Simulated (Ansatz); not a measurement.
```
CELL_PARAMETERS angstrom
1.63792 2.90483 0.00000
1.67711 0.94566 2.77752
3.39340 -0.06787 0.00000
ATOMIC_POSITIONS crystal
P 0.75871 0.72388 0.75871
P 0.24129 0.27612 0.24129
```

Space group P-1; a structure from a database of computed crystals, not necessarily the ambient phase; changed on purpose from its base cell (strain -0.0400 x Voigt [0, 0, 0, 0, 0, 1], atoms carried along).

Theory: DFT PBEsol+D3(BJ), scalar-relativistic, plane waves, PAW (Ansatz).

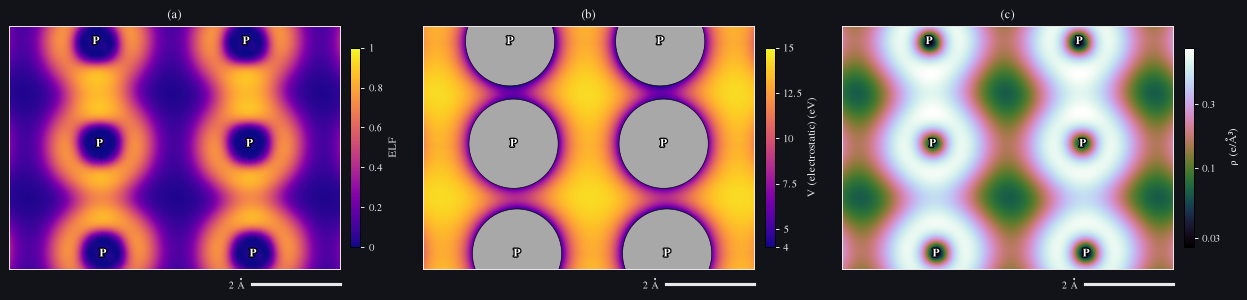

P. (a) ELF; (b) electrostatic potential (local pseudopotential plus Hartree) felt by an electron; (c) valence charge density (pseudo) on the (11̄0) plane of the conventional cell. Grey discs cover the atomic cores in the potential map.

Core electrons are frozen (PAW), and the valence fields are smoothed inside the atomic spheres.

**What does the map show?**

The section cuts through P sites.
P–P (2.32 Å): the density is about 0.64 e/Å³ at the midpoint; the ELF peaks at about 0.90 between the atoms.
P–P (2.32 Å): ρ at the midpoint is about 0.64 e/Å³; the ELF peaks at about 0.90 between the atoms.
P–P (2.49 Å): the density is about 0.47 e/Å³ at the midpoint; the ELF peaks at about 0.85 between the atoms.
P–P (2.49 Å): ρ at the midpoint is about 0.47 e/Å³; the ELF peaks at about 0.85 between the atoms.
Between the atoms the lowest density in this plane is 0.07 e/Å³.
Outside the cores the potential energy rises away from the atoms and is highest about 2.0 Å from the nearest atoms; its zero is arbitrary.
